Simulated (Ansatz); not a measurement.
System: Zr₈HS₁₆ (cell charge +1, with a compensating background) (cell with a defect).

```cif
data_structure
_symmetry_space_group_name_H-M 'P 1'
_symmetry_Int_Tables_number 1
_cell_length_a 9.2958
_cell_length_b 9.2958
_cell_length_c 9.7501
_cell_angle_alpha 116.713
_cell_angle_beta 116.713
_cell_angle_gamma 93.269
_cell_volume 635.85
loop_
_atom_site_label
_atom_site_type_symbol
_atom_site_fract_x
_atom_site_fract_y
_atom_site_fract_z
_atom_site_occupancy
Zr1 Zr 0.99226 0.98642 0.00014 1
Zr2 Zr 0.12787 0.11862 0.73557 1
Zr3 Zr 0.24480 0.25463 0.49679 1
Zr4 Zr 0.39239 0.38339 0.26476 1
Zr5 Zr 0.49439 0.50158 0.00013 1
Zr6 Zr 0.61264 0.63195 0.75175 1
Zr7 Zr 0.74816 0.75798 0.50349 1
Zr8 Zr 0.86120 0.88026 0.24861 1
S1 S 0.81051 0.60657 0.25063 1
S2 S 0.93030 0.72272 0.00011 1
S3 S 0.06372 0.85823 0.75420 1
S4 S 0.18441 0.97483 0.48983 1
S5 S 0.30967 0.10430 0.24609 1
S6 S 0.43488 0.22694 0.00020 1
S7 S 0.56004 0.35617 0.74967 1
S8 S 0.69462 0.48519 0.51049 1
S9 S 0.06058 0.27338 0.00007 1
S10 S 0.17892 0.39789 0.74778 1
S11 S 0.30355 0.52683 0.49563 1
S12 S 0.43128 0.65034 0.25250 1
S13 S 0.54825 0.77779 0.00023 1
S14 S 0.68274 0.90523 0.75397 1
S15 S 0.80815 0.03132 0.50467 1
S16 S 0.92891 0.15134 0.24636 1
H1 H 0.96082 0.37440 0.99960 1
```

Method: DFT PBE, scalar-relativistic, plane waves, PAW in Ansatz 0.2.0.

Question: What can the converged valence pseudo-density and electron localisation function tell about the bonding?

Answer: S–H (1.36 Å): ρ at the midpoint is about 1.4 e/Å³; the ELF climbs to about 1 towards the hydrogen, as it does in any bond to H; a covalent bond by its length.
Zr–S (2.49 Å): the density is about 0.51 e/Å³ at the midpoint; the ELF peaks at about 0.85 in the valence shell of S, 0.8 Å from its nucleus, and is about 0.40 at the midpoint.
Zr–S (2.59 Å): ρ is about 0.42 e/Å³ halfway; the ELF peaks at about 0.85 in the valence shell of S, 0.9 Å from its nucleus, and is about 0.40 at the midpoint.
Zr–S (2.71 Å): ρ is about 0.33 e/Å³ halfway; the ELF peaks at about 0.90 in the valence shell of S, 0.9 Å from its nucleus, and is about 0.35 at the midpoint.

Question: Does the calculation give a band gap?

Answer: It is gapped, with a Kohn–Sham gap of 1.5 eV on the k-point mesh, an upper bound to the gap of this method.

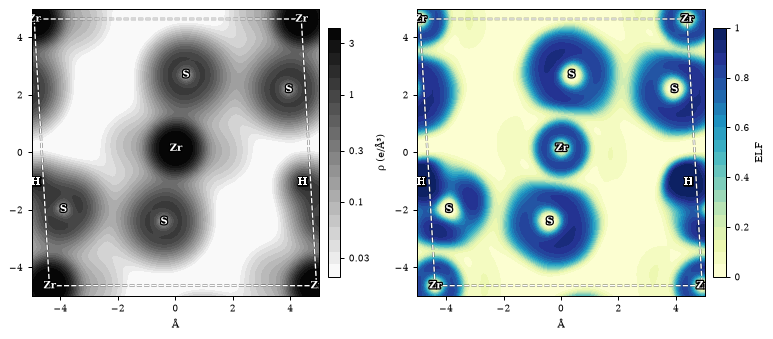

Computed valence pseudo-density and electron localisation function on the (001) plane of the calculation cell, in this order. 
